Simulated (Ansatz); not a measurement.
System: KBr, space group P6_3/mmc (No. 194) (cell built by us, not taken from a database).

Starting cell:
```
CELL_PARAMETERS angstrom
5.61812 0.00000 0.00000
-2.80906 4.86544 0.00000
0.00000 0.00000 6.55360
ATOMIC_POSITIONS crystal
K 0.33333 0.66667 0.25000
K 0.66667 0.33333 0.75000
Br 0.66667 0.33333 0.25000
Br 0.33333 0.66667 0.75000
```

Method: Born effective charges by linear response at the zone centre, in units of the proton charge, Cartesian axes of the given cell; DFT, r2SCAN, plane waves, PAW (Ansatz 0.2.0). Level: r2SCAN, no spin polarisation.

- periodic directions: 3
- potentials: PAW
- wave cutoff: 500 eV
- k mesh: 6×6×4

Predict the mean Born effective charge of each atom. The cases: K 1; K 2; Br 1; Br 2.

All are equal in size, 1.05 e, and the charges add up to 0.00 e. The diagonal components of each atom differ by at most 0.13 e. The Born charge xx, in e, is 1.004 for K 1, 1.004 for K 2, −1.004 for Br 1 and −1.004 for Br 2. The Born charge zz, in e, is 1.138 for K 1, 1.138 for K 2, −1.138 for Br 1 and −1.138 for Br 2.

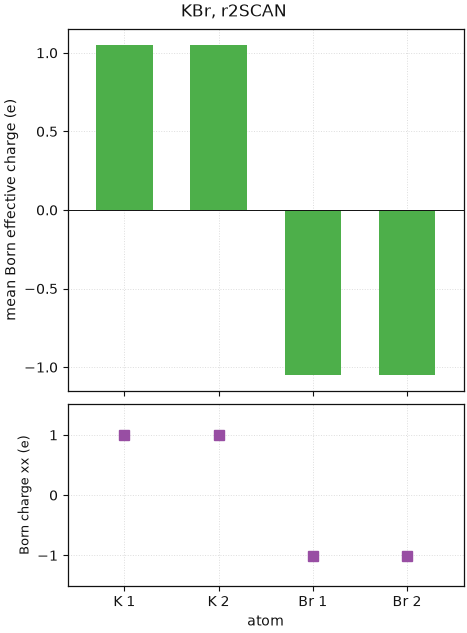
